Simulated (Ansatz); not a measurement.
## Electronic structure of Al2H in real space

Input

```
crystal:
  lattice:
    - [2.3994971762, -1.4574821702, 0.0737866854]
    - [2.3994971762, 1.4574821702, 0.0737866854]
    - [-0.3089073498, 0.0, 4.9956122129]
  atoms:
    - { symbol: Al, position: [0.8359994813, 0.8359994813, 0.7314291082] }
    - { symbol: Al, position: [0.1640005187, 0.1640005187, 0.2685708918] }
    - { symbol: H, position: [0.5, 0.5, 0.0] }
basis:
  ecutwfc: 420
kpoints:
  mp_grid: { grid: [16, 16, 8] }
hamiltonian:
  xc: pbesol
scf:
  occupations: { method: gaussian, width: 0.1 }
output:
  forces: true
  stress: true
  eigenvalues: true
  write_density: true
  write_potential: true
  elf: true
  volumetric_format: npy
relax:
  adjacent_minimum: "off"
  f_tol: 0.01
  max_steps: 60
  cell: { stress_tol: 0.1 }
```

Run with:

```sh
ansatz run input.yaml --threads 1 --pin off --max-ram 2560MiB --backend cpu --events-out ev --progress --plain --runs-dir out
```

Below, planes, directions and counts refer to the conventional cell (a = 4.90 Å, b = 2.84 Å, c = 5.03 Å, α = 90.00°, β = 91.21°, γ = 90.00°).

The fields are those of the run's last geometry, not of the input's.

Space group C2/m; computed without spin polarisation.

Level of theory: DFT PBEsol, scalar-relativistic, plane waves, PAW in Ansatz 0.2.0.

Core electrons are frozen (PAW), and the valence fields are smoothed inside the atomic spheres.

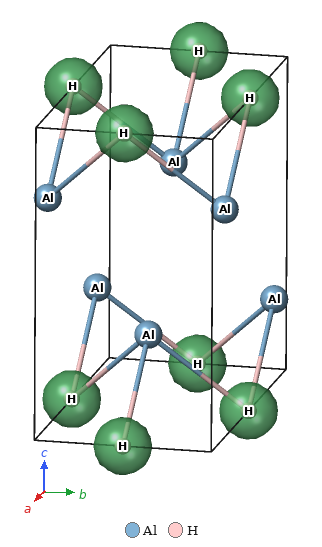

Figure 1. Isosurface of the electron localisation function at 0.9 (green), seen slightly off an axis. Only the valence region is drawn (cores and ρ < 0.01 e/Å³ removed). Sticks mark near contacts.

Question: Identify the bonds, lone pairs and shells in this picture.

Answer: At this value the surface marks out two regions around hydrogen nuclei, counted in one cell of 6 atoms. Any copies at cell faces, edges or corners count once.


Al–H (2.10 Å): the ELF climbs to about 1 towards the hydrogen. Al–H (2.15 Å): the ELF climbs to about 1 towards the hydrogen.

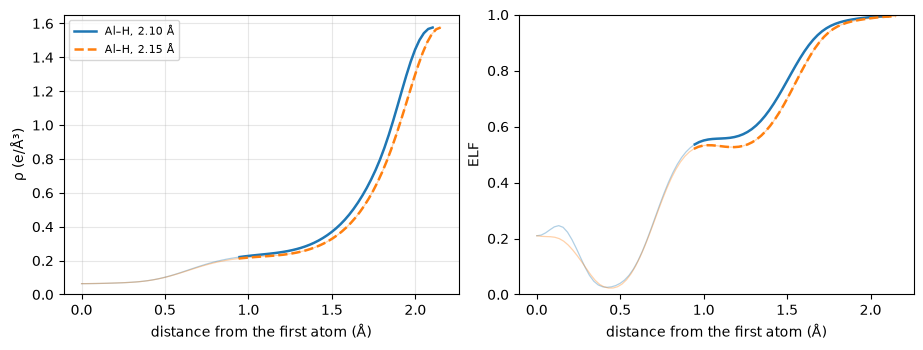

Figure 2. Valence electron density and ELF along straight lines between neighbouring atoms. Thin, pale parts lie inside the atomic spheres.

Question: Compare the contacts.

Answer: Al–H (2.10 Å): the density is about 0.23 e/Å³ at the midpoint; the ELF climbs to about 1 towards the hydrogen.
Al–H (2.15 Å): the density is about 0.22 e/Å³ at the midpoint; the ELF climbs to about 1 towards the hydrogen.

Question: Does the calculation give a band gap?

Answer: It is metallic or semimetallic at this level of theory: no gap opens.
